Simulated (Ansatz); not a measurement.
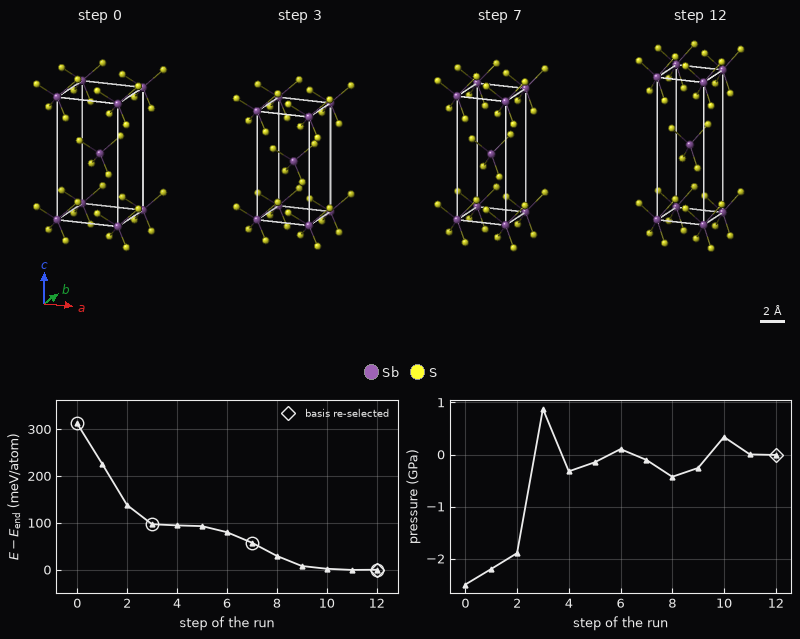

Frames of a relaxation of crystalline SbS4 (set up in I-42m) (coarse preliminary run), marked on the history of the run. The picture is a ball-and-stick view of the conventional cell (2 times the calculation's cell), seen slightly off an axis. Lengths and directions refer to the drawn axes.

Case: 3 of 3 Li taken out, relaxed.

These are results of Ansatz 0.2.0, DFT r2SCAN, scalar-relativistic, plane waves, PAW, not measurements. Settings: plane-wave cutoff 500 eV; k-point mesh 6 × 6 × 6; occupations gaussian; smearing width 0.1 eV; no spin polarisation; cell and atoms relaxed; force threshold 0.0325 eV/Å; at most 70 steps.

**Describe the path.**

Over 11 accepted moves (12 points after the start) the energy falls by 312 meV per atom. The largest force component goes from 0.032 to 0.022 eV/Å. The pressure goes from −2.50 to −0.01 GPa. The SCF was repeated once at an unchanged geometry on a basis and grid sized afresh for the cell, which shifted the energy by 0.3 meV per atom at most. The largest moves relative to the cell, 0.23 Å, are those of S atoms. Sb stays in place. Cell: a = b 5.639 → 4.315 Å (−23.5 %), c 10.943 → 12.711 Å (+16.2 %). Volume −32.0 %. Some distances before and after: S–S 4.158 → 2.735 Å, S–Sb 2.350 → 2.358 Å. Bond angles that change, for instance: S–Sb–S 108.6° → 91.1°, S–Sb–S 109.9° → 119.4°. The space group stays I-42m (No. 121). From step 0 to 3: S atoms move most (0.32 Å), volume −35.4 %, energy −215 meV per atom. From step 3 to 7: S atoms move most (0.02 Å), volume −0.6 %, energy −39.4 meV per atom. From step 7 to 12: S atoms move most (0.15 Å), volume +5.9 %, energy −57.8 meV per atom.
